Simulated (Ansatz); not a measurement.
# Does disorder add resistance in series? Au(111) layers with 75 % Ir

Two lengths of the disordered region are known. What area resistance does the third give?

Set-up. Ansatz 0.2.0, plane waves with PAW datasets at their recommended cutoffs (420 eV for most), Fermi-Dirac smearing; ballistic transmission by layer matching. The area resistance is RA = A (h/2e²)(1/T − 1/N), with T the zone-mean transmission per spin and N the lead's channels, both averaged over a few energies near the Fermi level; for magnets each spin is taken apart, with h/e², and the two conduct in parallel. Lateral cell 2x2, PBE, a fresh random draw for each length.

The runs, with one result withheld:

```tsv
length (Å)	channels N	RA (fΩ m²)
9.42	3.210	1.22
18.8	3.203	2.06
28.3	3.197	?
```

**Estimate by hand.**

Ohm's law makes RA linear in the length: the slope is (2.06 − 1.22)/(18.8 − 9.42) = 0.0885 fΩ m² per Å, or 88 µΩ cm. Then 2.06 + 0.0885 × 9.42. Predicted: 2.89 fΩ m².

What the run gave:

2.05 fΩ m², so the prediction is 41 % too high. The three lengths together give 44 µΩ cm. Single draws scatter; these runs don't part the causes of the miss, and leave the question open.

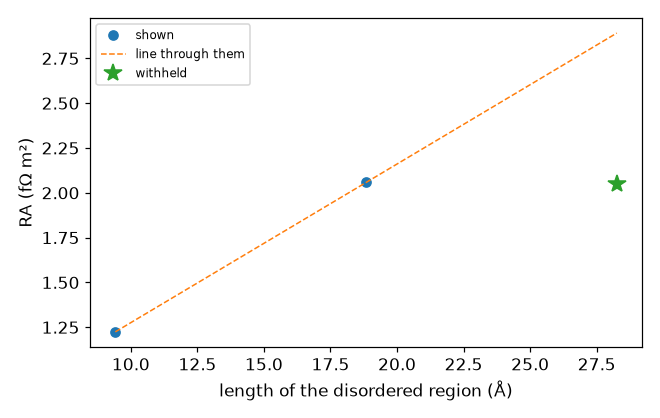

Area resistance against length.

**Limits.** The scatterers repeat sideways with the small cell. The slope is a raw one; a model of isotropic scattering puts it 1.03 times the bulk value over these lengths. Atoms sit unrelaxed on the host's lattice, and the pair may not mix at random in practice. Spin-orbit coupling is left out, which matters for Au and Ir.

[Logs are printed without paths, hosts, clocks, repeated set-up lines and the standing remarks that a program may print on its own settings, such as how far it seeks lower states.]
